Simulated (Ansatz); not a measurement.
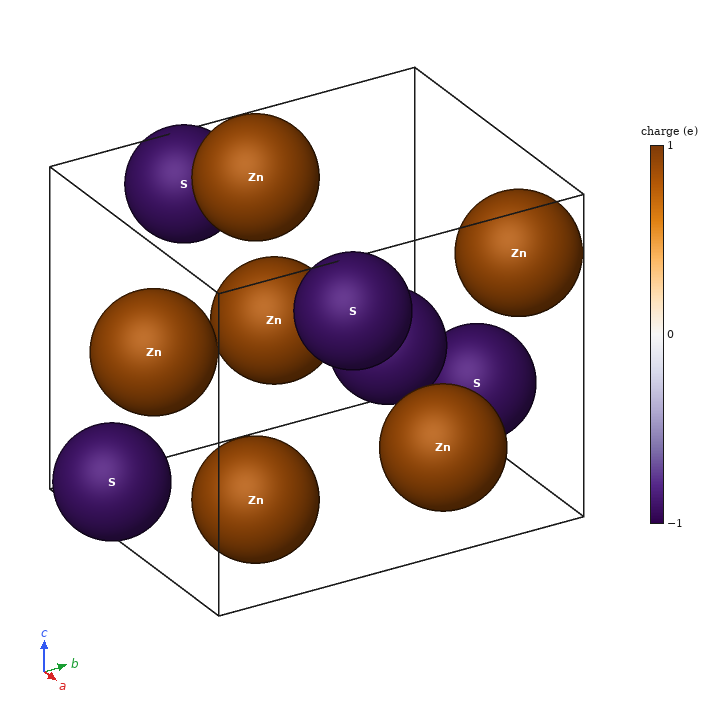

Shown here is a spheres-only view of the crystal, taken slightly off an axis. Thin lines show the simulation cell, with boundary atoms drawn in all their periodic places. The atoms of this ZnS cell are coloured by their Bader charge.

Theory: Ansatz 0.2.0, DFT PBE, scalar-relativistic, plane waves, PAW. Numerical settings: a cutoff energy of 420 eV, a 6×6×8 grid in reciprocal space, Gaussian smearing of 0.02 eV, no spin polarisation.

Question: Which way does the charge move?

Answer: Most positive: Zn; most negative: S. Charges: about Zn +0.9 e; S -0.9 e. The transfer is large, as in an ionic solid.

It goes back to a structure type filled with these elements by a generator (whether the compound takes this form wasn't checked). Earlier steps of the study may have refined or changed the cell and positions. It went into a calculation with Ansatz.
